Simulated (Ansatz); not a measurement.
Hf$_{15}$O$_{32}$: single-point calculation (part 2 of 3)

The same run, continued: Hf$_{15}$O$_{32}$ (defect cell, 47 atoms in the cell); DFT PBE, scalar-relativistic, plane waves, PAW, spin-polarised (Ansatz 0.2.0); cutoff 420 eV, 2×2×2 k-mesh, Gaussian smearing of 0.05 eV, collinear spins. The structure derives from an entry of the Crystallography Open Database.

## Output, continued
```
  k-point 1 ↑: bands = ["-47.3385", "-47.3234", "-47.3184", "-47.2978", "-47.2939", "-47.2811", "-47.2316", "-47.2286", "-47.1900", "-47.1535", ... 142 levels left out ..., "2.9625", "2.9663", "2.9713", "2.9769", "2.9785", "2.9809", "2.9888", "2.9930", "2.9942", "2.9951", "3.0003", "3.0027", "3.0077", "3.0102", "3.0114", "3.0122", "3.0193", "3.0224", "3.0244", "3.0273", "3.0288", "3.0293", "3.0322", "3.0352", "3.0358", "3.0381", "3.0411", "3.0427", "3.0454",
      "3.0492", "3.0535", "3.0548", "3.0574", "3.0588", "3.0646", "3.0684", "3.0687", "3.0707", "3.0777", "3.0804", "3.0815", "3.0838", "3.0964", "3.1039", "3.1169", "7.8278", "7.9358", "8.1327", "8.1707", "8.1831", "8.2433", "8.2851", "8.3156", "8.4034", "8.4655", "8.5293", "8.6270", "8.7610", "8.7741", "8.8322", "8.8695", "8.9664", "9.0237", "9.1097", "9.2017", "9.2127", "9.2486", "9.2801", "9.3171",
      "9.3703", "9.4143", "9.4887", "9.5136", "9.6272", "9.6819", "9.7332", "9.7427", "9.7882", "9.8709", "9.9024", "9.9642", "10.0131", "10.1071", "10.1537", "10.1803", "10.2814", "10.3163", "10.4068", "10.4600", "10.5159", "10.6032", "10.7309", "10.7624", "10.7973", "10.8389", "10.9106", "10.9346", "10.9507", "11.0057", "11.0488", "11.0762", "11.1176", "11.1334", "11.1783", "11.2486", "11.2997", "11.3173", "11.3811", "11.4052",
      "11.4471", "11.4974", "11.5431", "11.5862", "11.6202", "11.6552", "11.6916", "11.7290", "11.7959", "11.8243", "11.8335", "11.8893", "11.9085", "11.9548", "12.0042", "12.0394", "12.0692", "12.1241", "12.1554", "12.2408", "12.2801", "12.3492", "12.3748", "12.4116", "12.4197", "12.4727", "12.5099", "12.5271", "12.6107", "12.7411", "12.7914", "12.8733", "17.7467", "17.7937", "17.8620", "17.9550", "17.9967", "18.0192", "18.1257", "18.3259",
      "18.3881", "18.4077", "18.4417", "18.5274", "18.5769", "18.6224", "18.6371", "18.8143", "18.9066", "18.9516", "19.0042", "19.0742", "19.1328", "19.1813", "19.2242", "19.3449", "19.4001", "19.4732", "19.4893", "19.5511", "19.6564", "19.7164", "19.8417", "19.8625", "19.9454", "20.0524", "20.0891", "20.1513", "20.1901", "20.4679", "20.5385", "20.6070", "20.6928", "20.7333", "20.8238", "20.8841", "20.9556", "21.0140", "21.0489", "21.1910",
      "21.2090", "21.2826", "21.3060", "21.3390", "21.5052", "21.5552", "21.6179", "21.7125", "21.7633", "21.9138", "22.0440"]
  k-point 2 ↑: bands = ["-47.3385", "-47.3233", "-47.3183", "-47.2985", "-47.2933", "-47.2811", "-47.2316", "-47.2286", "-47.1900", "-47.1535", ... 142 levels left out ..., "2.9640", "2.9662", "2.9693", "2.9762", "2.9781", "2.9809", "2.9896", "2.9922", "2.9938", "2.9946", "3.0003", "3.0018", "3.0074", "3.0101", "3.0114", "3.0133", "3.0189", "3.0217", "3.0226", "3.0267", "3.0290", "3.0306", "3.0338", "3.0354", "3.0367", "3.0373", "3.0416", "3.0436", "3.0463",
      "3.0469", "3.0529", "3.0548", "3.0577", "3.0595", "3.0641", "3.0664", "3.0682", "3.0714", "3.0762", "3.0782", "3.0810", "3.0866", "3.0959", "3.1067", "3.1147", "8.0492", "8.1099", "8.1530", "8.1739", "8.1910", "8.2422", "8.3282", "8.3528", "8.4352", "8.4981", "8.5440", "8.6373", "8.7195", "8.7425", "8.7763", "8.8022", "8.8429", "8.9323", "8.9868", "9.0357", "9.1579", "9.1797", "9.2129", "9.3253",
      "9.3505", "9.3771", "9.4460", "9.5581", "9.5785", "9.6759", "9.7042", "9.7449", "9.7854", "9.8074", "9.8853", "9.9313", "10.0136", "10.0385", "10.2357", "10.3223", "10.3535", "10.3866", "10.5025", "10.5276", "10.5735", "10.6487", "10.6556", "10.6908", "10.7317", "10.8354", "10.8952", "10.9324", "10.9558", "10.9966", "11.0309", "11.0961", "11.1514", "11.2013", "11.2159", "11.2722", "11.2987", "11.3478", "11.3646", "11.4788",
      "11.4885", "11.5083", "11.5504", "11.5559", "11.5826", "11.6381", "11.6612", "11.7402", "11.7484", "11.7957", "11.8168", "11.9087", "11.9567", "11.9954", "12.0081", "12.0580", "12.0668", "12.1309", "12.1652", "12.2163", "12.2487", "12.3143", "12.3526", "12.3983", "12.4662", "12.4815", "12.5494", "12.6163", "12.6959", "12.7107", "12.7380", "12.7907", "17.5241", "17.7039", "17.8980", "17.9796", "18.0621", "18.1219", "18.1854", "18.2312",
      "18.2705", "18.4075", "18.5461", "18.6312", "18.6890", "18.7341", "18.7679", "18.8376", "18.8773", "18.9497", "18.9642", "18.9887", "19.1137", "19.1954", "19.2828", "19.3363", "19.4491", "19.4737", "19.5341", "19.5758", "19.6473", "19.6720", "19.7895", "19.8789", "19.9391", "20.0275", "20.0692", "20.1806", "20.2686", "20.3863", "20.4459", "20.4904", "20.5800", "20.6774", "20.7929", "20.8546", "20.9006", "20.9926", "21.0707", "21.1709",
      "21.1794", "21.2909", "21.4080", "21.4368", "21.4562", "21.4856", "21.5430", "21.7502", "21.8197", "21.8587", "21.9510"]
  k-point 7 ↓: bands = ["-47.3463", "-47.3281", "-47.3214", "-47.3022", "-47.2955", "-47.2830", "-47.2386", "-47.2299", "-47.1909", "-47.1596", ... 142 levels left out ..., "2.9632", "2.9662", "2.9697", "2.9763", "2.9799", "2.9831", "2.9907", "2.9932", "2.9940", "2.9973", "3.0009", "3.0017", "3.0043", "3.0105", "3.0123", "3.0144", "3.0199", "3.0213", "3.0257", "3.0258", "3.0298", "3.0324", "3.0336", "3.0345", "3.0356", "3.0374", "3.0421", "3.0424", "3.0465",
      "3.0480", "3.0550", "3.0557", "3.0576", "3.0588", "3.0655", "3.0658", "3.0688", "3.0713", "3.0791", "3.0802", "3.0816", "3.0859", "3.0963", "3.1064", "3.1196", "7.5844", "8.0419", "8.1021", "8.1293", "8.3190", "8.4343", "8.5394", "8.6509", "8.6875", "8.7011", "8.7323", "8.7861", "8.8096", "8.8400", "8.9317", "8.9523", "9.0324", "9.1015", "9.1395", "9.2080", "9.2297", "9.2765", "9.3721", "9.4806",
      "9.5306", "9.5591", "9.5833", "9.6508", "9.7164", "9.7362", "9.8315", "9.8598", "9.8867", "9.9434", "10.0830", "10.1368", "10.1551", "10.2844", "10.3354", "10.3639", "10.4453", "10.4879", "10.4914", "10.5550", "10.6266", "10.6674", "10.7165", "10.7683", "10.8046", "10.8563", "10.8727", "10.9746", "11.0406", "11.1115", "11.1246", "11.1801", "11.2024", "11.2334", "11.3199", "11.3510", "11.4784", "11.4887", "11.5383", "11.5870",
      "11.6589", "11.6719", "11.7090", "11.8433", "11.9119", "11.9324", "11.9592", "11.9736", "12.0202", "12.0521", "12.0661", "12.0962", "12.1514", "12.2085", "12.2339", "12.3214", "12.3502", "12.3823", "12.4240", "12.4567", "12.5068", "12.5587", "12.5953", "12.6840", "12.7441", "12.8270", "12.8826", "13.0115", "13.1169", "13.2300", "13.4270", "13.6037", "17.3256", "17.8024", "17.9138", "18.0026", "18.0548", "18.1892", "18.2779", "18.3336",
      "18.3768", "18.5048", "18.5164", "18.5383", "18.6647", "18.7174", "18.7475", "18.7975", "18.8447", "18.9747", "19.0442", "19.1072", "19.2044", "19.2312", "19.2613", "19.3207", "19.3739", "19.4258", "19.4747", "19.5785", "19.7558", "19.8299", "19.9144", "19.9730", "20.0613", "20.1331", "20.2164", "20.2691", "20.2983", "20.3424", "20.5209", "20.5540", "20.6300", "20.7251", "20.8657", "20.9471", "20.9618", "21.0504", "21.1274", "21.1884",
      "21.2133", "21.3013", "21.3538", "21.5040", "21.5806", "21.6347", "21.6732", "21.7366", "21.8180", "22.0049", "22.0860"]
--- Löwdin populations: 47 sites ---
  site symbol       q [e]    m [muB]
     0     Hf     24.5740    -0.0126
     1     Hf     24.5806    -0.0061
     2     Hf     24.5828    -0.0091
     3     Hf     24.5975    -0.0307
     4     Hf     24.5654    -0.0178
     5     Hf     24.5775    -0.0239
     6     Hf     24.5650    -0.0198
     7     Hf     24.5599    -0.0080
     8     Hf     24.5825    -0.0200
     9     Hf     24.5744    -0.0048
    10     Hf     24.5654    -0.0353
    11     Hf     24.5618    -0.0268
    12     Hf     24.5822    -0.0291
    13     Hf     24.5811    -0.0075
    14     Hf     24.5833    -0.0074
    15      O      6.5975     0.1747
    16      O      6.6667     0.0149
    17      O      6.6742     0.0278
    18      O      6.6796     0.0109
    19      O      6.6278     0.0819
    20      O      6.6783     0.0314
    21      O      6.6710     0.0112
    22      O      6.6793     0.0281
    23      O      6.6715     0.0180
    24      O      6.5471     0.3406
    25      O      6.6797     0.0079
    26      O      6.6666     0.0273
    27      O      6.6204     0.0415
    28      O      6.6712     0.0080
    29      O      6.6651     0.0083
    30      O      6.6443     0.1795
    31      O      6.4616     0.6664
    32      O      6.5508     0.3907
    33      O      6.6334     0.0426
    34      O      6.6425     0.0305
    35      O      6.6060     0.1638
    36      O      6.6149     0.0724
    37      O      6.4323     0.7349
    38      O      6.6521     0.0236
    39      O      6.6423     0.0863
    40      O      6.6343     0.0928
    41      O      6.6318     0.0259
    42      O      6.5877     0.2249
    43      O      6.6268     0.0625
    44      O      6.4752     0.5631
    45      O      6.6546     0.0448
    46      O      6.6380     0.0352
  spilling = 0.002477 (of n_electrons = 582.000000)
--- Bader charges: 47 sites ---
  site symbol  charge [e]  shift [e]    m [muB]
     0     Hf      2.6444     0.0054    -0.0048
     1     Hf      2.6438     0.0056    -0.0019
     2     Hf      2.6365     0.0054    -0.0038
     3     Hf      2.6212     0.0055    -0.0134
     4     Hf      2.6412     0.0055    -0.0073
     5     Hf      2.6326     0.0056    -0.0092
     6     Hf      2.6477     0.0055    -0.0093
     7     Hf      2.6536     0.0053    -0.0024
     8     Hf      2.6330     0.0055    -0.0089
     9     Hf      2.6408     0.0054    -0.0018
    10     Hf      2.6424     0.0056    -0.0126
    11     Hf      2.6362     0.0052    -0.0090
    12     Hf      2.6366     0.0056    -0.0123
    13     Hf      2.6340     0.0054    -0.0016
    14     Hf      2.6313     0.0055    -0.0019
    15      O     -1.1828     0.0027     0.1680
    16      O     -1.3279     0.0023     0.0127
    17      O     -1.3237     0.0021     0.0255
    18      O     -1.3339     0.0021     0.0098
    19      O     -1.2470     0.0030     0.0780
    20      O     -1.3262     0.0020     0.0296
    21      O     -1.3285     0.0022     0.0100
    22      O     -1.3296     0.0019     0.0249
    23      O     -1.3300     0.0022     0.0162
    24      O     -1.1074     0.0025     0.3267
    25      O     -1.3422     0.0021     0.0066
    26      O     -1.3234     0.0023     0.0257
    27      O     -1.2471     0.0033     0.0400
    28      O     -1.3347     0.0022     0.0074
    29      O     -1.3330     0.0024     0.0078
    30      O     -1.2539     0.0017     0.1742
    31      O     -0.8863     0.0018     0.6462
    32      O     -1.0909     0.0022     0.3764
    33      O     -1.2777     0.0033     0.0399
    34      O     -1.2829     0.0031     0.0283
    35      O     -1.2170     0.0029     0.1566
    36      O     -1.2551     0.0032     0.0697
    37      O     -0.8479     0.0019     0.7125
    38      O     -1.2880     0.0030     0.0216
    39      O     -1.2614     0.0028     0.0813
    40      O     -1.2542     0.0029     0.0865
    41      O     -1.2798     0.0033     0.0235
    42      O     -1.1784     0.0027     0.2151
    43      O     -1.2656     0.0031     0.0586
    44      O     -0.9584     0.0025     0.5456
    45      O     -1.2828     0.0029     0.0420
    46      O     -1.2777     0.0032     0.0333
  estimated error of the sums over rays = 5.9e-4 e
```

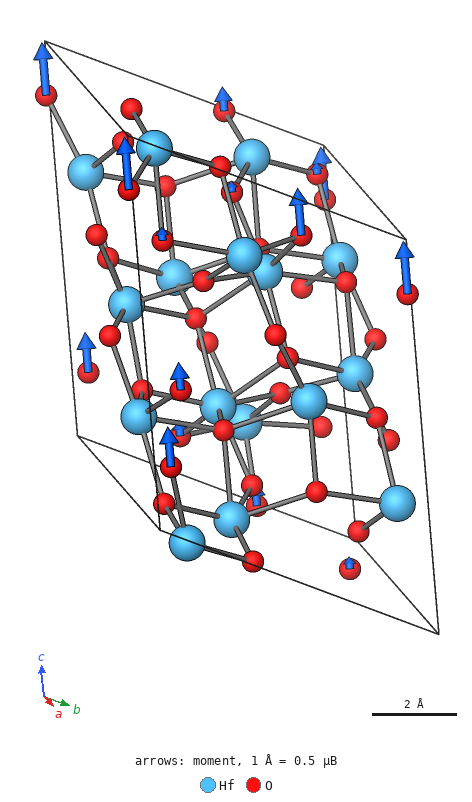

**Figure 1.** Magnetic moments of the sites as blue arrows (ball-and-stick view of the cell of the calculation, seen slightly off an axis); small moments hardly show. The run is collinear, so the axis drawn is arbitrary. Site moments: O38 (0.64 μB); O32 (0.58 μB); O45 (0.49 μB); O33 (0.34 μB); O25 (0.30 μB); O43 (0.20 μB); O31 (0.17 μB), among others. They are counted near the atoms and needn't add up to the moment of the cell. Atoms are counted from 1 in the order of the input.

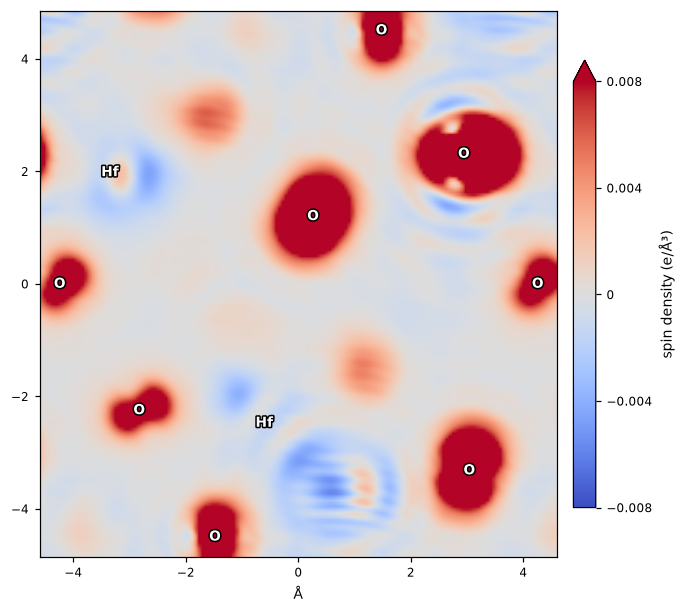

**Figure 2.** Spin density (up minus down) on the (011̄) plane of the calculation cell. The section cuts through Hf and O sites. The cell of the calculation (47 atoms) carries 4.0 μB net. The fields are those of the smooth PAW valence density.

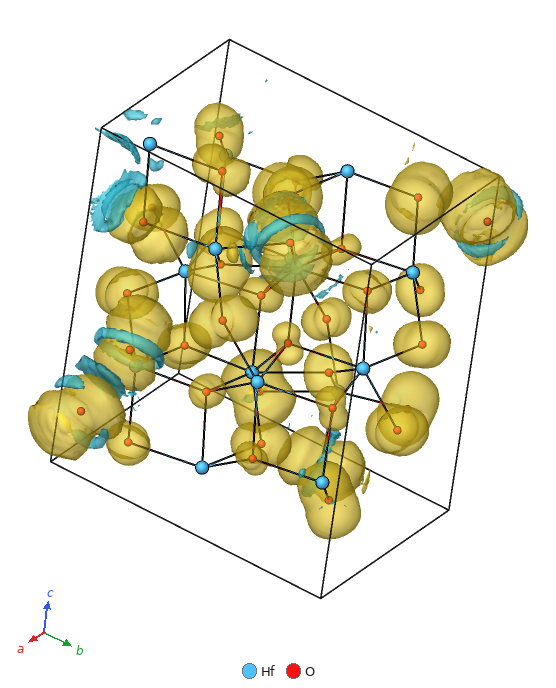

**Figure 3.** Isosurfaces of the spin density at +0.005 (yellow) and −0.005 e/Å³ (cyan), seen slightly off an axis. Sticks mark near contacts. The outline is the calculation cell. The cell of the calculation (47 atoms) carries 4.0 μB net.

The run was set up as follows.

## The input
```yaml
crystal:
  lattice:
    - [4.259337, -5.1857, 5.213867]
    - [-4.259337, -5.1857, -5.213867]
    - [5.976663, 5.1857, -5.213867]
  atoms:
    - { symbol: Hf, position: [0.1188414479, 0.3747281046, 0.5285951351] }
    - { symbol: Hf, position: [0.618890339, 0.3738396173, 0.0346009966] }
    - { symbol: Hf, position: [0.6180225303, 0.875301002, 0.53641275] }
    - { symbol: Hf, position: [0.5873786926, 0.5807241032, 0.7092097448] }
    - { symbol: Hf, position: [0.5727547975, 0.0745124326, 0.2049408915] }
    - { symbol: Hf, position: [0.0945889063, 0.0853757042, 0.7124793554] }
    - { symbol: Hf, position: [0.0947274649, 0.5949539392, 0.2140976037] }
    - { symbol: Hf, position: [0.3752381294, 0.1180940148, 0.4533418121] }
    - { symbol: Hf, position: [0.3818818348, 0.6253390164, 0.9625001684] }
    - { symbol: Hf, position: [0.8830481365, 0.6230986688, 0.4630445468] }
    - { symbol: Hf, position: [0.8814669977, 0.1287910174, 0.97324952] }
    - { symbol: Hf, position: [0.9109501196, 0.4201085816, 0.7858074414] }
    - { symbol: Hf, position: [0.9127501873, 0.910662629, 0.2873594332] }
    - { symbol: Hf, position: [0.4061025245, 0.9123973345, 0.7828829786] }
    - { symbol: Hf, position: [0.4134680241, 0.4150289588, 0.282593111] }
    - { symbol: O, position: [0.3534134021, 0.8699763063, 0.9766662267], spin: 0.16 }
    - { symbol: O, position: [0.3440254738, 0.3787139186, 0.4795571221] }
    - { symbol: O, position: [0.8441854237, 0.3773379045, 0.9829319526] }
    - { symbol: O, position: [0.8446257111, 0.87972898, 0.4799644638] }
    - { symbol: O, position: [0.1487997832, 0.8641766249, 0.2860146049], spin: 0.07 }
    - { symbol: O, position: [0.1479269541, 0.3611406418, 0.7626855468] }
    - { symbol: O, position: [0.6518970957, 0.3619584656, 0.2653497537] }
    - { symbol: O, position: [0.6484665612, 0.8615749173, 0.7717817891] }
    - { symbol: O, position: [0.1565230455, 0.1245344348, 0.5200385895] }
    - { symbol: O, position: [0.1608439374, 0.5982628504, 0.0189362912], spin: 0.3 }
    - { symbol: O, position: [0.6591140216, 0.6198425091, 0.5184325829] }
    - { symbol: O, position: [0.6520548318, 0.1195078154, 0.0151866995] }
    - { symbol: O, position: [0.3689902339, 0.1510279376, 0.2429738235], spin: 0.2 }
    - { symbol: O, position: [0.3498567617, 0.6322971263, 0.7243929075] }
    - { symbol: O, position: [0.8482146699, 0.6331649946, 0.228069748] }
    - { symbol: O, position: [0.8573416003, 0.1377006905, 0.7357534905], spin: 0.17 }
    - { symbol: O, position: [0.8562746293, 0.65302693, 0.8847862774], spin: 0.58 }
    - { symbol: O, position: [0.8595354685, 0.158249162, 0.3627472596], spin: 0.34 }
    - { symbol: O, position: [0.3622326846, 0.1586344825, 0.8720069079] }
    - { symbol: O, position: [0.3684355301, 0.6613919085, 0.370679327] }
    - { symbol: O, position: [0.5451081552, 0.4959041276, 0.8781204721], spin: 0.14 }
    - { symbol: O, position: [0.5502216665, -0.0014978158, 0.3842515252], spin: 0.06 }
    - { symbol: O, position: [0.0097260783, -0.0140117179, 0.8608380571], spin: 0.64 }
    - { symbol: O, position: [0.0436339507, 0.4975653854, 0.3777737477] }
    - { symbol: O, position: [0.6351101001, 0.3375723486, 0.6329082811], spin: 0.08 }
    - { symbol: O, position: [0.638168663, 0.8342810344, 0.1305913505], spin: 0.08 }
    - { symbol: O, position: [0.1336100608, 0.8390516209, 0.628797182] }
    - { symbol: O, position: [0.1391851305, 0.3411942664, 0.1223688868], spin: 0.2 }
    - { symbol: O, position: [0.9550865995, 0.4998002035, 0.6156693967], spin: 0.05 }
    - { symbol: O, position: [0.9721718641, 1.0673494923, 0.1713652817], spin: 0.49 }
    - { symbol: O, position: [0.4620929816, 1.0046065664, 0.6202755628] }
    - { symbol: O, position: [0.4618830717, 0.5031219656, 0.1176524742] }
magnetization:
  spin_polarized: true
basis:
  ecutwfc: 420
  fft_grid_basis: typed
kpoints:
  mp_grid: { grid: [2, 2, 2] }
hamiltonian:
  xc: pbe
  pseudopotentials: { kind: paw }
scf:
  occupations: { method: gaussian, width: 0.05 }
output:
  forces: true
  stress: false
  eigenvalues: true
  bader: true
  write_density: true
  volumetric_format: npy
  populations: true
```

Run as:
```bash
ansatz run input.yaml --threads 4 --pin off --max-ram 10240MiB --backend cpu --events-out ev --progress --plain --runs-dir out
```
